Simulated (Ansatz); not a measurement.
## Single-point calculation of Ni (part 3 of 3)

Continued. System: Ni (62 atoms in the cell). Method: DFT PBE, scalar-relativistic, plane waves, PAW, spin-polarised (Ansatz 0.2.0); cutoff 420 eV, 3×3×3 k-mesh, Gaussian smearing of 0.1 eV, collinear spins. The structure derives from a Materials Project entry. It belongs to a series of runs on one base structure; here: the perfect crystal in a cell of 62 atoms.

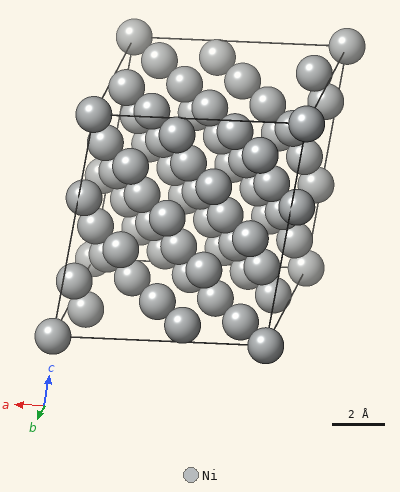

**Figure 1.** The input geometry (spheres-only view of the cell of the calculation, seen at an oblique angle).

Summary:

| quantity | value |
| --- | --- |
| outcome | converged |
| space group (tolerance 0.01 Å) | Fm-3m (225) |
| electrons treated | 1116 |
| free energy | −362063.0354 eV |
| Fermi energy | 18.175 eV |
| gap on the k-point mesh | none (metallic) |
| net moment of the cell | 39.98 μB |
| integrated absolute moment | 45.65 μB |
| pressure | 0.01 GPa |
| largest force (length of the vector) | under 0.001 eV/Å |
| hardware | 8 threads of Intel Xeon @ 2.70GHz, 189 GiB of memory available, shared host |
| wall time | 4.3 min (CPU time 31 min) |
| peak memory | 13 GiB |
